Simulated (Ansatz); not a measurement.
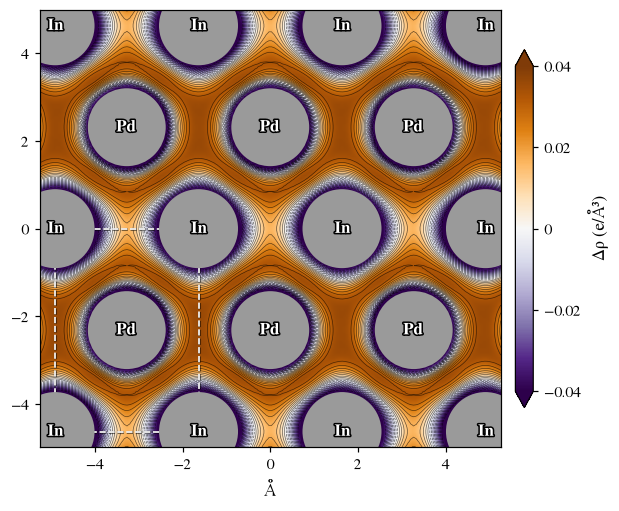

The picture shows: InPd. Deformation density (self-consistent density less superposed neutral spherical atoms): a map on the (011) plane of the conventional cell, with grey discs over the atomic cores. Cores are masked to 0.9 Å (In) and 0.9 Å (Pd).

Space group Pm-3m; the calculation finds a residual pressure of about 4 GPa at this fixed cell. The cell comes from a database of computed structures, not from a measurement.

These are results of DFT PBE, scalar-relativistic, plane waves, PAW (Ansatz), not measurements.

In a PAW calculation such maps are meaningful between the atoms, not at the nuclei.

Question: Where does charge go when the atoms form this crystal?

Answer: In–Pd (2.83 Å): Δρ is +0.03 e/Å³ at the midpoint.
- In–In (3.27 Å): Δρ is +0.016 e/Å³ at the midpoint.
- Pd–Pd (3.27 Å): Δρ is +0.04 e/Å³ at the midpoint.
- Over the whole cell, outside the masked cores, the largest gain, 0.04 e/Å³, lies 1.7 Å from a palladium nucleus and 2.1 Å from an indium one, and the largest loss lies at the edge of the masked core of Pd.
- The rearranged charge, half the integral of |Δρ|, is about 0.30 e an atom.

Question: Does the calculation give a gap?

Answer: It is metallic at this level of theory.

Run time: 11 s on 1 thread of Intel(R) Xeon(R) Platinum 8559C (Emerald Rapids), on a shared host, peak memory 0.39 GiB.
